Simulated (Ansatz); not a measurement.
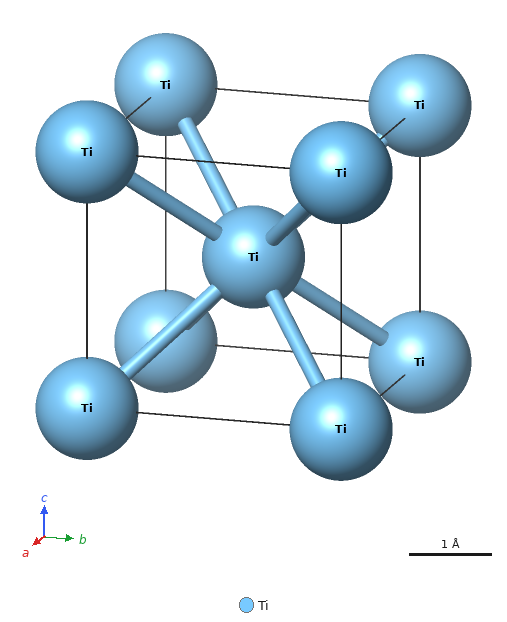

**Figure 1.** The input geometry (ball-and-stick view of the cell 2 times as large as that of the calculation, set on its symmetry axes, seen slightly off an axis). Near neighbours in the crystal (not all of them lie inside the picture): Ti has 8 Ti at 2.84 Å.

Run report: Ti, geometry relaxation

- system: Ti (Im-3m, 1 atom in the cell)
- method: DFT PBE, scalar-relativistic, plane waves, PAW, no spin polarisation (Ansatz 0.2.0)

The structure derives from an entry of the Crystallography Open Database.

## Input
```yaml
crystal:
  lattice:
    - [-1.641, 1.641, 1.641]
    - [1.641, -1.641, 1.641]
    - [1.641, 1.641, -1.641]
  atoms:
    - { symbol: Ti, position: [0.0, 0.0, 0.0] }
basis:
  ecutwfc: 420
kpoints:
  mp_grid: { grid: [18, 18, 18] }
hamiltonian:
  xc: pbe
scf:
  occupations: { method: gaussian, width: 0.1 }
output:
  forces: true
  stress: true
  eigenvalues: true
  write_density: true
  write_potential: true
  elf: true
  volumetric_format: npy
relax:
  adjacent_minimum: "off"
  f_tol: 0.005
  max_steps: 80
  cell: { stress_tol: 0.05 }
```

Command:
```bash
ansatz run input.yaml --threads 4 --pin off --max-ram 9216MiB --backend cpu --events-out ev --progress --plain --runs-dir out
```

## Log
```
Engine: ansatz 0.2.0, x86_64-unknown-linux-gnu
Pseudopotentials: kind: paw
Pseudopotential: Ti, paw, valence charge 12, recommended cutoff 420 eV (normal), Ti.paw.azcp
Functional definition: PBE
  parameter kappa = 0.804
  parameter beta = 0.06672455060314922
  exchange = pbe_x(kappa = kappa, mu = beta*pi^2/3)
  correlation = pbe_c(beta = beta)
Crystal: 1 atoms, lattice volume = 17.676 Å³
Basis set: ecut = 420 eV, 369 PW (Γ), exchange–correlation on 40×40×40 points (8 copies of the dense FFT grid, shifted against one another)
Bands: 10, of which v1, the nominal top of the filled ones, is band 6 counted from 1 (5 counted from 0)
Symmetry: 48 space group operations
Space group: Im-3m (ITA 229), of the structure as read, at distance tolerance 2.6e-5 Å
k-points: 195 of 5832
Non-local potential: Ti, projectors of the file, l = 0: 3, l = 1: 2, l = 2: 3, l = 3: 1
PAW form: soft (Blöchl's): semilocal exchange-correlation on the pseudo side does not see the compensation charge
PAW one-centre angular grid: Ti, 590 points (default); XC on 64 Gauss nodes
Initial density: superposition of atomic densities (neutral atoms: chi_scale 0, normalization atom), corrected by the library's trained network
Initial wavefunctions: pseudopotential atomic-orbital guess
Functional: x = pbe(κ = 0.804, μ = 0.2195149727645171), c = pbe(β = 0.06672455060314922)
SCF iter   1: F=—  HF=-2499.558454 eV  |F-HF|=—  |Δ(HF+E_count)|=         —  Δρ=2.16e-3  dr2=7.41e-4  ethr=1.77e-3  ⟨swp⟩=4.4  Hψ=10344  notcnv=0
preconditioner: auto → none  [metal: Δε(μ)=0.003 eV  Ē_g=4.043 eV  σ=0.100 eV  W_gap=0.02  n_scr=0 (ndim 8)  ℏωp=17.7 eV  f_vac=0.000  D(μ)=2.27/eV (n_scr^D=42)]
SCF iter   2: F=—  HF=-2499.558213 eV  |F-HF|=—  |Δ(HF+E_count)|=   2.41e-4  Δρ=1.17e-3  dr2=1.17e-4  ethr=6.17e-6  ⟨swp⟩=2.0  Hψ=4456  notcnv=0
SCF iter   3: F=—  HF=-2499.558198 eV  |F-HF|=—  |Δ(HF+E_count)|=   1.55e-5  Δρ=4.92e-4  dr2=1.14e-5  ethr=9.78e-7  ⟨swp⟩=2.5  Hψ=3077  notcnv=0
SCF iter   4: F=—  HF=-2499.558219 eV  |F-HF|=—  |Δ(HF+E_count)|=   2.11e-5  Δρ=8.18e-5  dr2=4.97e-7  ethr=9.53e-8  ⟨swp⟩=2.3  Hψ=2548  notcnv=0
iter 5 did not close the SCF: its close was put off for the readings that it lacked (scf_convergence_deferred on its scf_iter line)
SCF iter   5: F=-2499.558219 eV  HF=-2499.558219 eV  |F-HF|=5.01e-9  |Δ(HF+E_count)|=   4.99e-7  Δρ=7.66e-6  dr2=9.41e-9  ethr=4.14e-9  ⟨swp⟩=2.0  Hψ=2340  notcnv=0
SCF iter   6: F=-2499.558219 eV  HF=-2499.558219 eV  |F-HF|=3.15e-10  |Δ(HF+E_count)|=  7.34e-10  Δρ=1.54e-6  dr2=4.80e-10  ethr=7.84e-11  ⟨swp⟩=4.0  Hψ=8931  notcnv=0
SCF 1 converged in 6 iterations: F = -2499.558219 eV  dr2 = 4.80e-10
  greatest PAW one-centre occupation: 0.999 electrons in one spin orbital (limit 2), on the Ti atom at site 0 (counted from 0), in its partial waves of l = 0
relax step   1: F+E_penalty+E_count = -2499.55821921 eV  Δ(F+E_penalty+E_count) = +0.000e0 eV  max|allowed force component| = 0.000e0 eV/Å  Δτ_max = 0.0000 Å  P = -2.488 GPa  Ω = 17.676 Å³  (6 SCF iters, dr2 threshold 1.00e-7 eV, accepted)
Crystal: 1 atoms, lattice volume = 16.879 Å³
Basis set: ecut = 420 eV, 321 PW (Γ), exchange–correlation on 40×40×40 points (8 copies of the dense FFT grid, shifted against one another)
Initial density: handed on by an earlier stage of this run
Initial wavefunctions: those handed on with the density
iter 1 solved again at ethr=1.99e-6 eV; its pass at ethr=3.10e-3 eV (dr2=2.39e-4 eV) is discarded
SCF iter   1: F=—  HF=-2499.558877 eV  |F-HF|=—  |Δ(HF+E_count)|=         —  Δρ=1.10e-3  dr2=2.32e-4  ethr=1.99e-6  ⟨swp⟩=2.0  Hψ=13267  notcnv=0
preconditioner: auto → none  [metal: Δε(μ)=0.010 eV  Ē_g=4.256 eV  σ=0.100 eV  W_gap=0.05  n_scr=0 (ndim 8)  ℏωp=18.1 eV  f_vac=0.000  D(μ)=2.19/eV (n_scr^D=42)]
SCF iter   2: F=—  HF=-2499.558872 eV  |F-HF|=—  |Δ(HF+E_count)|=   4.87e-6  Δρ=6.58e-4  dr2=4.20e-5  ethr=1.93e-6  ⟨swp⟩=2.2  Hψ=2890  notcnv=0
SCF iter   3: F=—  HF=-2499.558879 eV  |F-HF|=—  |Δ(HF+E_count)|=   7.28e-6  Δρ=1.91e-4  dr2=2.24e-6  ethr=3.50e-7  ⟨swp⟩=2.8  Hψ=3185  notcnv=0
SCF iter   4: F=-2499.558891 eV  HF=-2499.558891 eV  |F-HF|=1.62e-8  |Δ(HF+E_count)|=   1.18e-5  Δρ=2.13e-5  dr2=7.43e-8  ethr=8.33e-10  ⟨swp⟩=5.7  Hψ=12046  notcnv=0
SCF 2 converged in 4 iterations: F = -2499.558891 eV  dr2 = 7.43e-8
relax step   2: F+E_penalty+E_count = -2499.55889092 eV  Δ(F+E_penalty+E_count) = -6.717e-4 eV  max|allowed force component| = 0.000e0 eV/Å  Δτ_max = 0.0000 Å  P = +2.411 GPa  Ω = 16.879 Å³  energy of the carried Pulay correction = +7.076e-5 eV  (4 SCF iters, dr2 threshold 1.00e-7 eV, accepted)
Crystal: 1 atoms, lattice volume = 17.262 Å³
iter 1 solved again at ethr=3.76e-7 eV; its pass at ethr=3.10e-3 eV (dr2=4.51e-5 eV) is discarded
SCF iter   1: F=—  HF=-2499.561604 eV  |F-HF|=—  |Δ(HF+E_count)|=         —  Δρ=5.20e-4  dr2=5.38e-5  ethr=3.76e-7  ⟨swp⟩=2.0  Hψ=13237  notcnv=0
preconditioner: auto → none  [metal: Δε(μ)=0.013 eV  Ē_g=4.148 eV  σ=0.100 eV  W_gap=0.07  n_scr=0 (ndim 8)  ℏωp=17.9 eV  f_vac=0.000  D(μ)=2.23/eV (n_scr^D=42)]
SCF iter   2: F=—  HF=-2499.561605 eV  |F-HF|=—  |Δ(HF+E_count)|=   1.12e-6  Δρ=3.22e-4  dr2=1.04e-5  ethr=3.76e-7  ⟨swp⟩=2.2  Hψ=2870  notcnv=0
SCF iter   3: F=—  HF=-2499.561607 eV  |F-HF|=—  |Δ(HF+E_count)|=   1.79e-6  Δρ=9.21e-5  dr2=5.40e-7  ethr=8.69e-8  ⟨swp⟩=2.8  Hψ=3182  notcnv=0
SCF iter   4: F=-2499.561610 eV  HF=-2499.561610 eV  |F-HF|=1.52e-9  |Δ(HF+E_count)|=   2.76e-6  Δρ=1.07e-5  dr2=1.85e-8  ethr=8.33e-10  ⟨swp⟩=7.9  Hψ=11578  notcnv=0
SCF 3 converged in 4 iterations: F = -2499.561610 eV  dr2 = 1.85e-8
relax step   3: F+E_penalty+E_count = -2499.56160972 eV  Δ(F+E_penalty+E_count) = -2.719e-3 eV  max|allowed force component| = 0.000e0 eV/Å  Δτ_max = 0.0000 Å  P = -0.067 GPa  Ω = 17.262 Å³  energy of the carried Pulay correction = +3.635e-5 eV  (4 SCF iters, dr2 threshold 1.00e-7 eV, accepted)
Crystal: 1 atoms, lattice volume = 17.251 Å³
iter 1 solved again at ethr=7.56e-10 eV; its pass at ethr=3.10e-3 eV (dr2=9.08e-8 eV) is discarded
SCF iter   1: F=—  HF=-2499.561612 eV  |F-HF|=—  |Δ(HF+E_count)|=         —  Δρ=2.40e-5  dr2=1.15e-7  ethr=7.56e-10  ⟨swp⟩=2.0  Hψ=12565  notcnv=0
preconditioner: auto → none  [metal: Δε(μ)=0.014 eV  Ē_g=4.155 eV  σ=0.100 eV  W_gap=0.08  n_scr=0 (ndim 8)  ℏωp=17.9 eV  f_vac=0.000  D(μ)=2.22/eV (n_scr^D=42)]
SCF iter   2: F=-2499.561613 eV  HF=-2499.561613 eV  |F-HF|=1.03e-8  |Δ(HF+E_count)|=   1.22e-6  Δρ=1.02e-5  dr2=9.79e-9  ethr=9.33e-11  ⟨swp⟩=4.9  Hψ=9750  notcnv=0
SCF 4 converged in 2 iterations: F = -2499.561613 eV  dr2 = 9.79e-9
relax step   4: F+E_penalty+E_count = -2499.56161295 eV  Δ(F+E_penalty+E_count) = -3.229e-6 eV  max|allowed force component| = 0.000e0 eV/Å  Δτ_max = 0.0000 Å  P = +0.000 GPa  Ω = 17.251 Å³  energy of the carried Pulay correction = +3.732e-5 eV  (2 SCF iters, dr2 threshold 1.12e-8 eV, accepted)
Initial wavefunctions: pseudopotential atomic-orbital guess (no wavefunctions were taken with the density)
iter 1 solved again at ethr=5.80e-8 eV; its pass at ethr=3.10e-3 eV (dr2=6.96e-6 eV) is discarded
SCF iter   1: F=—  HF=-2499.561567 eV  |F-HF|=—  |Δ(HF+E_count)|=         —  Δρ=2.96e-5  dr2=3.25e-8  ethr=5.80e-8  ⟨swp⟩=2.0  Hψ=14605  notcnv=0
SCF iter   2: F=—  HF=-2499.561570 eV  |F-HF|=—  |Δ(HF+E_count)|=   2.47e-6  Δρ=1.32e-5  dr2=9.64e-9  ethr=2.71e-10  ⟨swp⟩=2.0  Hψ=3100  notcnv=0
SCF iter   3: F=—  HF=-2499.561570 eV  |F-HF|=—  |Δ(HF+E_count)|=  2.83e-10  Δρ=6.21e-6  dr2=1.14e-9  ethr=8.03e-11  ⟨swp⟩=1.8  Hψ=2277  notcnv=0
SCF iter   4: F=—  HF=-2499.561570 eV  |F-HF|=—  |Δ(HF+E_count)|=  5.46e-10  Δρ=1.08e-6  dr2=5.84e-11  ethr=9.52e-12  ⟨swp⟩=2.0  Hψ=3090  notcnv=0
SCF iter   5: F=-2499.561570 eV  HF=-2499.561570 eV  |F-HF|=1.82e-12  |Δ(HF+E_count)|=  6.37e-11  Δρ=1.01e-7  dr2=1.92e-12  ethr=1.00e-12  ⟨swp⟩=4.7  Hψ=6551  notcnv=0
SCF 5 converged in 5 iterations: F = -2499.561570 eV  dr2 = 1.92e-12
relax step   5: F+E_penalty+E_count = -2499.56156965 eV  Δ(F+E_penalty+E_count) = +4.330e-5 eV  max|allowed force component| = 0.000e0 eV/Å  Δτ_max = 0.0000 Å  P = +0.006 GPa  Ω = 17.251 Å³  stress off target by 6.15e-3 GPa  SCF on the basis re-selected at this cell (its energy is not comparable with the rows above)  (5 SCF iters)
```

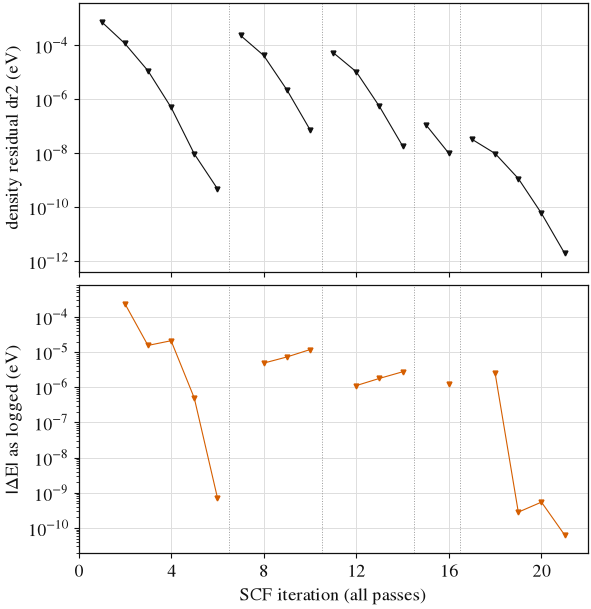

**Figure 2.** Convergence of the self-consistent field: density residual dr2 and size of the energy change against the SCF iteration. The dotted lines part the SCF passes of the relaxation: geometry steps, rejected trials and re-solves on a re-selected basis. The 5 passes take 2 to 6 iterations each, 21 in all.

```
basis re-selected at this cell: Δ(F+E_penalty+E_count) = +4.330e-5 eV, ΔP = +0.006 GPa vs the last step (what re-selecting the basis moved, of the pressure what is left beyond the Pulay correction that the steps carried, after the strain that the cell walked since its last selection, with what the two solves' SCF thresholds leave and, on support functions, any second-order correction that the steps lacked; it is no measure of the basis error at this ecutwfc). This SCF's stress stands 6.15e-3 GPa from its target on what of the cell is left free (relax.cell.stress_tol is 5.00e-2 GPa) and its largest allowed force component is 0.00e0 eV/Å (relax.f_tol is 5.00e-3 eV/Å): within both
SCF converged after 5 iterations
Free energy (F): -2499.561570 eV
Harris-Foulkes:  -2499.561570 eV  (|F-HF|=1.82e-12)
Internal energy: -2499.550452 eV  (E = F + TS)
E sigma→0 (E₀):  -2499.556011 eV
Entropy (-TS):   -0.011118 eV (-11.118 meV/atom)
Fermi energy:    13.231976 eV
--- Per-component energies (eV) ---
  E_band       = -155.352692
  E_kinetic    = 272.814036
  E_local      = -809.657719  (includes V_loc(G=0)·N_el)
  E_nonlocal   = 8.411198
  E_hartree    = 333.128337
  E_xc         = -97.470621
  E_vxc        = -121.946420  (∫ρ·V_xc dr)
  E_paw        = -1047.796247  (= ΣΔE_a)
  E_vpaw       = -171.230630  (= ΣTr[D̂ρ^β])
  E_aug_tail   = 0.000120  (compensation charges beyond the density's cutoff)
  E_ewald      = -1158.979555
  E_smearing   = -0.011118  (= −TS)
  E_closure    = 0.000000  (closes the sum)
  Σ components = -2499.561570   (vs F -2499.561570, Δ=0.00e0)
--- Forces (eV/Å), atoms counted from 1 ---
  atom   1  Ti    -0.00000000    -0.00000000    -0.00000000
  max |Σ_I F_I| component: 1.49e-32 eV/Å
--- Stress (GPa, compression-positive) ---
        0.006148      -0.000000       0.000000
       -0.000000       0.006148       0.000000
       -0.000000      -0.000000       0.006148
  P = ⅓ Tr σ = 0.0061 GPa (0.061 kbar)
--- Band table (eV; the first three rows and the last of 195) ---
  k-point 0: bands = ["-43.2441", "-19.1075", "-19.1075", "-19.1075", "7.2894", "14.2289", "14.2289", "14.2289", "16.0054", "16.0054"]
  k-point 1: bands = ["-43.2400", "-19.1292", "-19.1142", "-19.1076", "7.3958", "14.1797", "14.2159", "14.3066", "15.9469", "16.0082"]
  k-point 2: bands = ["-43.2283", "-19.1915", "-19.1333", "-19.1080", "7.7075", "14.0412", "14.1584", "14.5354", "15.8131", "16.0189"]
  k-point 194: bands = ["-43.0126", "-19.5811", "-19.5811", "-19.5811", "11.1013", "11.1013", "17.1926", "17.1926", "17.1926", "21.6533"]
--- Relaxed structure (4 steps of the walk, 4 accepted, 1 SCFs on fresh bases) ---
  F+E_penalty+E_count = -2499.56156965 eV   max|allowed force component| = 0.000e0 eV/Å   (the final SCF, on the basis selected at the relaxed cell)
  cell:  # Å, volume = 17.2514 Å³
    - [-1.6277527629984807, 1.6277527629984807, 1.6277527629984807]
    - [1.6277527629984807, -1.6277527629984807, 1.6277527629984807]
    - [1.6277527629984807, 1.6277527629984807, -1.6277527629984807]
  atoms:
    - { symbol: Ti, position: [0.0, 0.0, 0.0] }
```

## Trajectory as extended XYZ (Å, eV, eV/Å), 5 frames, from step=1 to step=5
```
1
Lattice="-1.6410 1.6410 1.6410 1.6410 -1.6410 1.6410 1.6410 1.6410 -1.6410" Properties=species:S:1:pos:R:3:forces:R:3 step=1 energy=-2499.55822 pressure_GPa=-2.49
Ti    0.0000    0.0000    0.0000    0.0000   0.0000   0.0000
1
Lattice="-1.6160 1.6160 1.6160 1.6160 -1.6160 1.6160 1.6160 1.6160 -1.6160" Properties=species:S:1:pos:R:3:forces:R:3 step=2 energy=-2499.55889 pressure_GPa=2.41
Ti    0.0000    0.0000    0.0000    0.0000   0.0000   0.0000
1
Lattice="-1.6281 1.6281 1.6281 1.6281 -1.6281 1.6281 1.6281 1.6281 -1.6281" Properties=species:S:1:pos:R:3:forces:R:3 step=3 energy=-2499.56161 pressure_GPa=-0.07
Ti    0.0000    0.0000    0.0000    0.0000   0.0000   0.0000
1
Lattice="-1.6278 1.6278 1.6278 1.6278 -1.6278 1.6278 1.6278 1.6278 -1.6278" Properties=species:S:1:pos:R:3:forces:R:3 step=4 energy=-2499.56161 pressure_GPa=0.00
Ti    0.0000    0.0000    0.0000    0.0000   0.0000   0.0000
1
Lattice="-1.6278 1.6278 1.6278 1.6278 -1.6278 1.6278 1.6278 1.6278 -1.6278" Properties=species:S:1:pos:R:3:forces:R:3 step=5 energy=-2499.56157 pressure_GPa=0.01
Ti    0.0000    0.0000    0.0000    0.0000   0.0000   0.0000
```

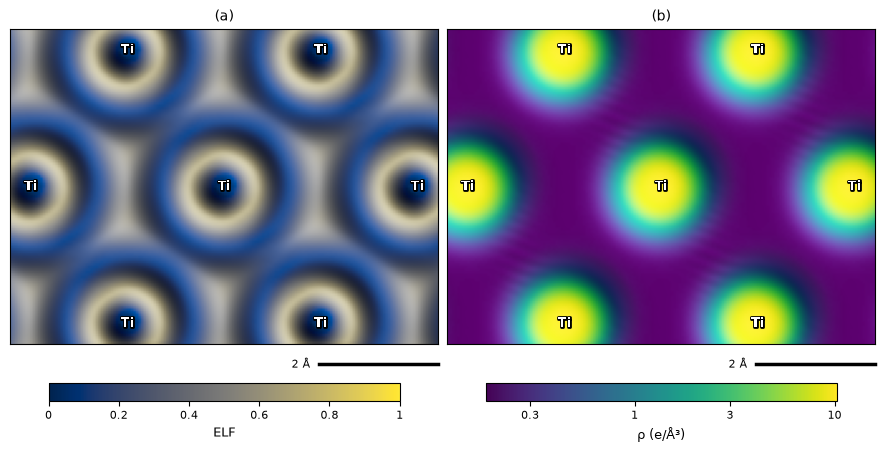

**Figure 3.** (a) electron localisation function; (b) valence pseudo-density on the (11̄0) plane of the conventional cell. Atoms in the plane: Ti. Ti–Ti (2.82 Å): ρ is about 0.19 e/Å³ halfway; the ELF is about 0.15 at the midpoint; no localised pair between them. Away from the nuclei the density in this plane falls to 0.18 e/Å³ at its lowest. The ELF has a maximum of about 0.55 in the space between the atoms. The strong features right at Ti lie inside the PAW spheres (semicore, d or f shells) and say nothing about bonding. The fields are those of the smooth PAW valence density.

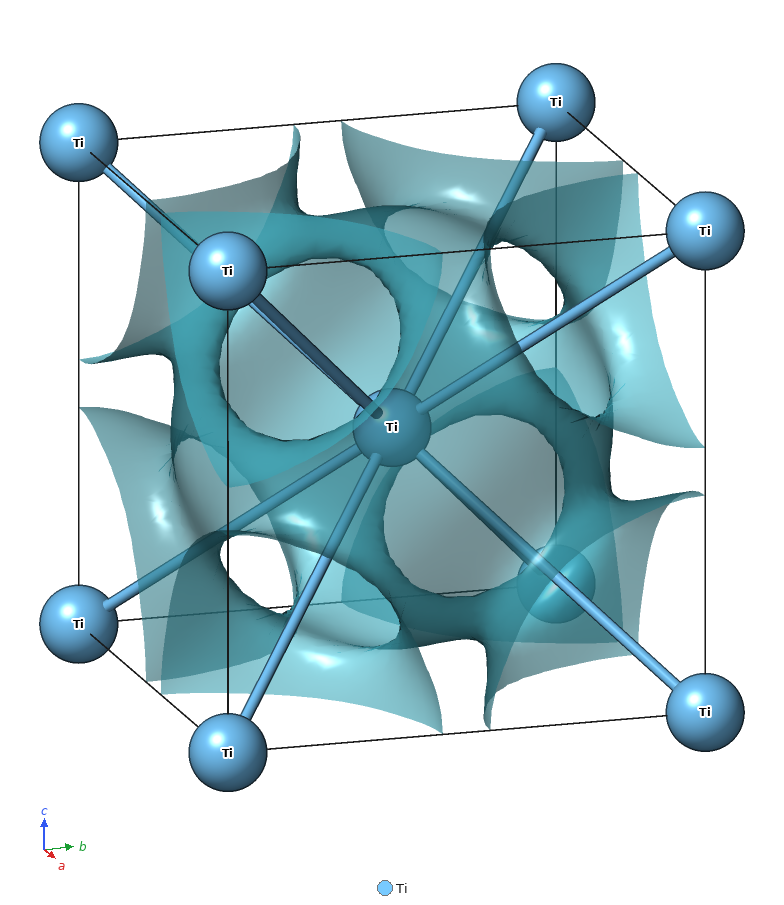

**Figure 4.** Isosurface of the ELF at 0.4 (cyan), seen slightly off an axis. Core shells and regions of very low density are left out. Sticks mark near contacts. The outline is the cell set on symmetry axes. Values along the shortest contacts: Ti–Ti (2.82 Å): the ELF is about 0.20 at the midpoint; no localised pair between them.

## Key numbers

| quantity | value |
| --- | --- |
| outcome | converged |
| space group (tolerance 0.01 Å) | Im-3m (229) |
| electrons treated | 12 |
| free energy | −2499.5616 eV |
| Fermi energy | 13.232 eV |
| gap on the k-point mesh | none (metallic) |
| pressure | 0.01 GPa |
| final volume | 17.25 Å³ |
| largest force (length of the vector) at the end | under 0.001 eV/Å |
| final cell | a = 2.819 Å, b = 2.819 Å, c = 2.819 Å, α = 109.47°, β = 109.47°, γ = 109.47° |
| hardware | 4 threads of Intel Xeon (Granite Rapids), 144 GiB of memory available, shared host |
| wall time | 2.6 s (CPU time 7.7 s) |
| peak memory | 0.46 GiB |
